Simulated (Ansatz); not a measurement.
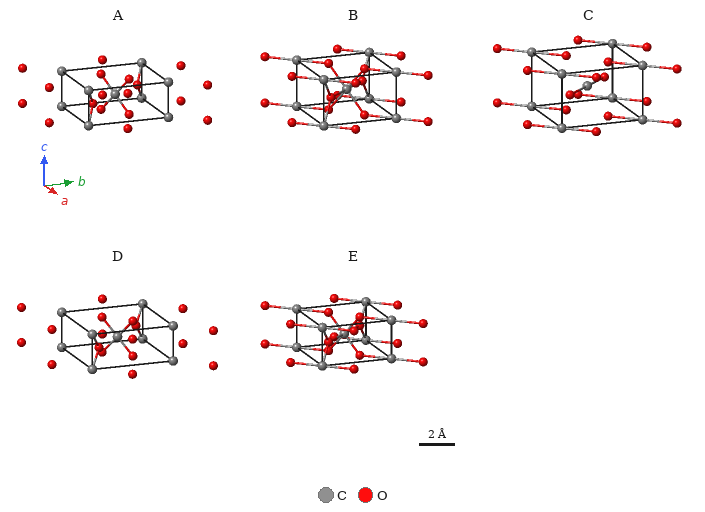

5 geometries from one relaxation of crystalline CO₂ (built on the MgF2-58 type type), in shuffled order. The picture is a ball-and-stick view of the cell of the calculation, seen slightly off an axis.

These are results of DFT, PBEsol, plane waves, PAW (Ansatz), not measurements. (plane-wave cutoff 420 eV; k-point mesh 4 × 4 × 6; occupations fermi dirac; smearing width 0.03 eV; no spin polarisation; cell and atoms relaxed; force threshold 0.01 eV/Å; at most 120 steps)

**Put them in the order of the run, from the start to the converged end.**

C, B, E, A, D. They are steps 0, 3, 6, 9, 23, at +16.161 eV per cell of the calculation, +8.280 eV per cell of the calculation, +1.773 eV per cell of the calculation, +63.9 meV per cell of the calculation relative to the last. After 18 accepted moves (23 points after the start) the energy has fallen by 16.161 eV per cell of the calculation. The largest force component goes from 0.62 to 0.00039 eV/Å. The pressure goes from −36.65 to −0.01 GPa. The line search rejected the trial step at point 21 of the run. The SCF was repeated 4 times at an unchanged geometry on a basis and grid sized afresh for the cell, which shifted the energy by 17.0 meV per cell of the calculation at most. The largest moves relative to the cell, 0.43 Å, are those of O atoms. C stays in place. Cell: a 4.964 → 5.022 Å (+1.2 %), b 5.061 → 5.071 Å (+0.2 %), c 3.306 → 2.137 Å (−35.4 %). Volume −34.5 %. Among the contacts that change: C–O 2.166 → 1.459 Å, C–O 2.154 → 2.575 Å. New bonds form: C–O (2.17 → 1.46 Å). The space group stays Pnnm (No. 58).
